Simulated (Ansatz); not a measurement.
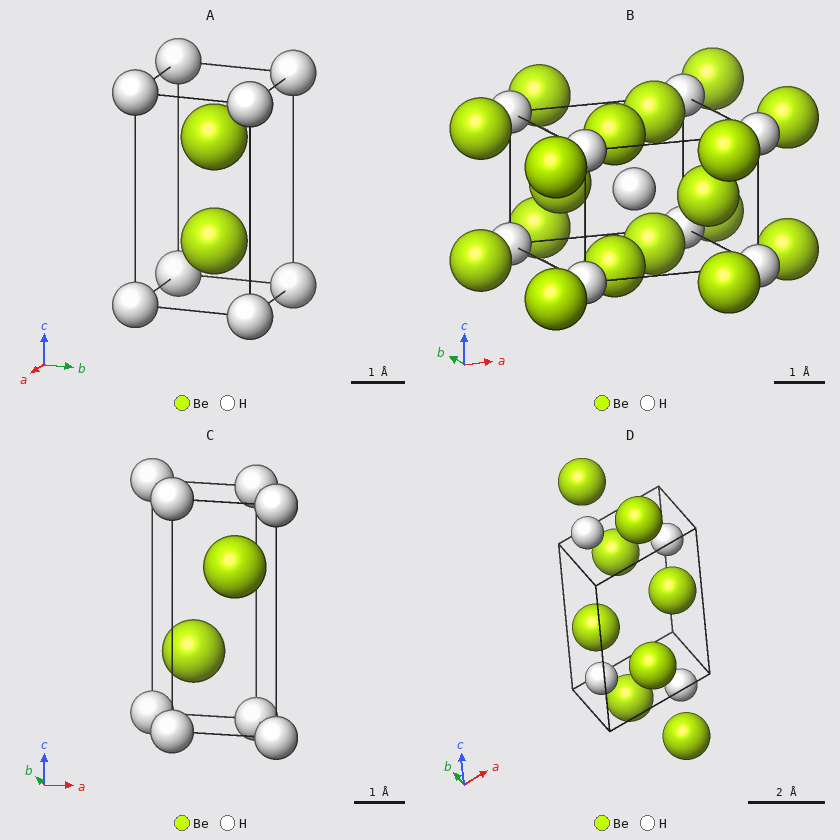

Four structures of Be2H, each relaxed to rest (conventional cells in solid outline, small ones repeated, each panel with its own scale). Method: Ansatz, DFT PBE, scalar-relativistic, plane waves, PAW, without spin polarisation.

### Give the type and space group of each panel.

A: 3 atoms a cell on a primitive tetragonal lattice, P4/mmm; B: 6 atoms a cell on a primitive tetragonal lattice, P4_2/mnm; C: 3 atoms a cell on a primitive hexagonal lattice, P-3m1; D: 6 atoms a cell on a primitive triclinic lattice, P-1.

### Rank them by energy, lowest first.

D, then C (+132 meV/atom), B (+257 meV/atom) and A (+617 meV/atom), energies at zero smearing.

### Collect the results in a table.

| panel | structure | E − E(lowest) (meV/atom) | volume (Å³/atom) | gap (eV) |
| --- | --- | --- | --- | --- |
| D | P-1 | 0 | 7.0 | metal |
| C | P-3m1 | 132 | 6.7 | metal |
| B | P4_2/mnm | 257 | 6.7 | metal |
| A | P4/mmm | 617 | 7.6 | metal |

Some of these may be structure types tried for this composition rather than known phases, and the most stable form need not be among them. Gaps are taken on the k-mesh or band path of each run.
